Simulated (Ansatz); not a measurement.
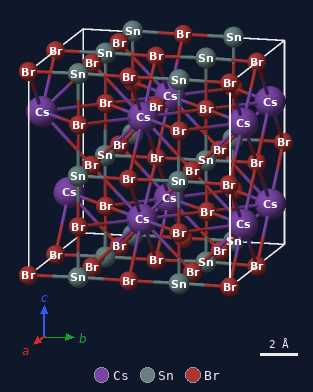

Starting structure of a defect cell of composition Cs8Sn8Br25 (cell charge +1). A ball-and-stick model of the cell of the calculation (origin shifted), seen slightly off an axis.

These are results of Ansatz, DFT, PBEsol, PAW, plane waves, not measurements.

The input:
```yaml
crystal:
  lattice:
    - [11.500000, 0.000000, 0.000000]
    - [0.000000, 11.500000, 0.000000]
    - [0.000000, 0.000000, 11.500000]
  atoms:
    - { symbol: Cs, position: [0.997949, 0.000321, 0.998469] }
    - { symbol: Cs, position: [0.999587, 0.999165, 0.500660] }
    - { symbol: Cs, position: [0.001071, 0.498581, 0.998688] }
    - { symbol: Cs, position: [0.995778, 0.500271, 0.498762] }
    - { symbol: Cs, position: [0.502180, 0.000078, 0.002546] }
    - { symbol: Cs, position: [0.501212, 0.000912, 0.500169] }
    - { symbol: Cs, position: [0.499523, 0.498250, 0.998821] }
    - { symbol: Cs, position: [0.497575, 0.502350, 0.499731] }
    - { symbol: Sn, position: [0.252657, 0.249166, 0.247253] }
    - { symbol: Sn, position: [0.250467, 0.249522, 0.748990] }
    - { symbol: Sn, position: [0.251184, 0.749441, 0.249953] }
    - { symbol: Sn, position: [0.248428, 0.748512, 0.751903] }
    - { symbol: Sn, position: [0.752463, 0.250417, 0.249989] }
    - { symbol: Sn, position: [0.749494, 0.250085, 0.752155] }
    - { symbol: Sn, position: [0.751190, 0.747916, 0.252169] }
    - { symbol: Sn, position: [0.750314, 0.750812, 0.750731] }
    - { symbol: Br, position: [0.251467, 0.250533, 0.997654] }
    - { symbol: Br, position: [0.251100, 0.251530, 0.501531] }
    - { symbol: Br, position: [0.247490, 0.753599, 0.998913] }
    - { symbol: Br, position: [0.247893, 0.748941, 0.500432] }
    - { symbol: Br, position: [0.747182, 0.249459, 0.000994] }
    - { symbol: Br, position: [0.751236, 0.251810, 0.500954] }
    - { symbol: Br, position: [0.751863, 0.751092, 0.000359] }
    - { symbol: Br, position: [0.752912, 0.752478, 0.499887] }
    - { symbol: Br, position: [0.000487, 0.251869, 0.246087] }
    - { symbol: Br, position: [0.000619, 0.249996, 0.747936] }
    - { symbol: Br, position: [0.001881, 0.751445, 0.249698] }
    - { symbol: Br, position: [0.000729, 0.750999, 0.753291] }
    - { symbol: Br, position: [0.499677, 0.247173, 0.249685] }
    - { symbol: Br, position: [0.495585, 0.248968, 0.750187] }
    - { symbol: Br, position: [0.501622, 0.748075, 0.251503] }
    - { symbol: Br, position: [0.499733, 0.749644, 0.754542] }
    - { symbol: Br, position: [0.246356, 0.999992, 0.252321] }
    - { symbol: Br, position: [0.251413, 0.002668, 0.746164] }
    - { symbol: Br, position: [0.252011, 0.503758, 0.248877] }
    - { symbol: Br, position: [0.250855, 0.501416, 0.747423] }
    - { symbol: Br, position: [0.750123, 0.998505, 0.249523] }
    - { symbol: Br, position: [0.747961, 0.001411, 0.747836] }
    - { symbol: Br, position: [0.747001, 0.498951, 0.246975] }
    - { symbol: Br, position: [0.751692, 0.501685, 0.749906] }
    - { symbol: Br, position: [0.252096, 0.501114, 0.499691] }
  symmetry: { detect: false }
kpoints:
  mp_grid: { grid: [1, 1, 1], shift: [0.25, 0.25, 0.25] }
hamiltonian:
  xc: pbesol
total_charge: 1
scf:
  occupations: { method: fermi_dirac, width: 0.01 }
relax:
  f_tol: 0.03
  max_steps: 80
  escape_saddle: false
  adjacent_minimum: "off"
output:
  forces: true
  eigenvalues: true
  populations: true
  charged_corrections: { epsilon: 30 }
```

Launched with:
```bash
ansatz run in.yaml --threads 7 --pin off --max-ram 13300MiB --runs-dir r --events-out ev --progress --plain
```

Where does the relaxation end?

Answer. The largest move is that of Br35, 1.58 Å along −c. By element the largest moves are Br 1.58 Å, Sn 0.78 Å, Cs 0.52 Å. The cell stays as it was. Near-neighbour distances that change, for instance: Cs8–Br35 4.037 → 5.723 Å, Cs4–Br35 4.116 → 5.587 Å, Sn9–Br41 4.102 → 2.705 Å, Br36–Br41 2.849 → 4.029 Å. New bonds form: Sn9–Br41 (4.10 → 2.70 Å). Bonds break: Cs4–Br35 (4.12 → 5.59 Å), Cs8–Br35 (4.04 → 5.72 Å), Sn9–Br33 (2.87 → 3.80 Å). Among the angles between lasting bonds that change: Br18–Sn9–Br35 89.1° → 152.3°, Cs3–Br35–Cs7 89.8° → 135.5°, Cs4–Br41–Cs8 179.8° → 139.4°. The energy falls by 2.865 eV per cell of the calculation in 18 geometry steps. Largest force component: 2.6 eV/Å at the start, 0.027 eV/Å at the end. Cost: 3.6 min on 7 threads of Arm Neoverse-V2, peak memory 2.3 GiB.

The end point in the same view:

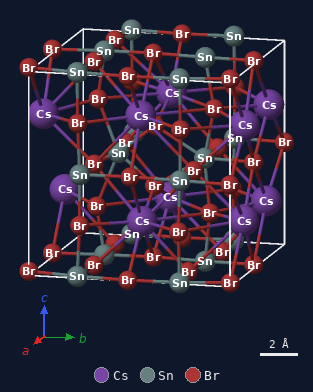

Limits of the set-up: the cell is charged, on a uniform background, and energies carry no finite-size correction.
